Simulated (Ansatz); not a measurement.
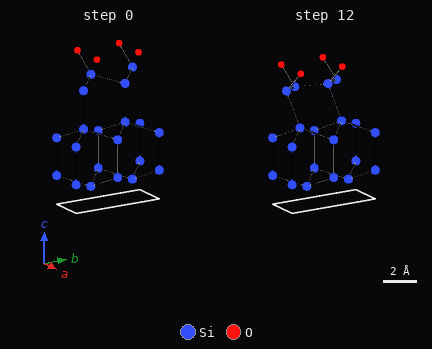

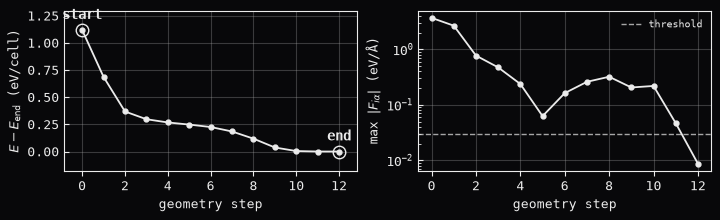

First and last geometry of a constrained relaxation of a slab of composition Si6O (cut from the Fd-3m phase), with the history of the run. The picture is a ball-and-stick view of the 1 × 2 repeat of the cell, outlined in the plane, without the vacuum, seen slightly off an axis.

Case: O put at a bridge Si-Si site. The slab is the (1 1 1) face of Si with O on it. 3 atoms are held fixed.

All numbers below come from DFT PBEsol, scalar-relativistic, plane waves, PAW (Ansatz 0.2.0). Set-up: plane-wave cutoff 420 eV; k-point mesh 9 × 9 × 1; occupations gaussian; smearing width 0.05 eV; collinear spin; dipole correction; atoms relaxed in a fixed cell; force threshold 0.03 eV/Å; at most 70 steps.

Question: Read the history and describe the run.

Answer: It converged. The largest move is that of the O atom, 1.41 Å at 45° to the normal (−c side). By element the largest moves are O 1.41 Å, Si 1.33 Å. The lattice vectors keep their values. Some distances before and after: Si–Si 3.800 → 2.433 Å, O–Si 2.334 → 1.670 Å, Si–Si 2.318 → 2.183 Å, O–Si 1.770 → 1.686 Å. New bonds form: O–Si (2.33 → 1.67 Å). Bond angles that change, for instance: Si–Si–Si 106.9° → 61.3°, Si–Si–Si 109.0° → 83.9°, Si–Si–O 121.8° → 106.6°. Over 12 geometry steps the energy falls by 1.119 eV per cell of the calculation. Largest force component: 3.7 eV/Å at the start, 0.0087 eV/Å at the end. The program noted that the starting moments weren't kept.

```
step  E − E(0), meV/atom  largest force component, eV/Å
   0                0.00                         3.6993
   1              -61.65                         2.6748
   2             -107.16                         0.7724
   3             -117.32                         0.4730
   4             -121.57                         0.2373
   5             -124.37                         0.0626
   6             -127.57                         0.1628
   7             -133.45                         0.2602
   8             -142.89                         0.3211
   9             -154.50                         0.2056
  10             -159.18                         0.2191
  11             -159.78                         0.0467
  12             -159.81                         0.0087
```

Limits of the set-up: the periodic images lie only 3.8 Å apart, so the values are limited by the cell's size.
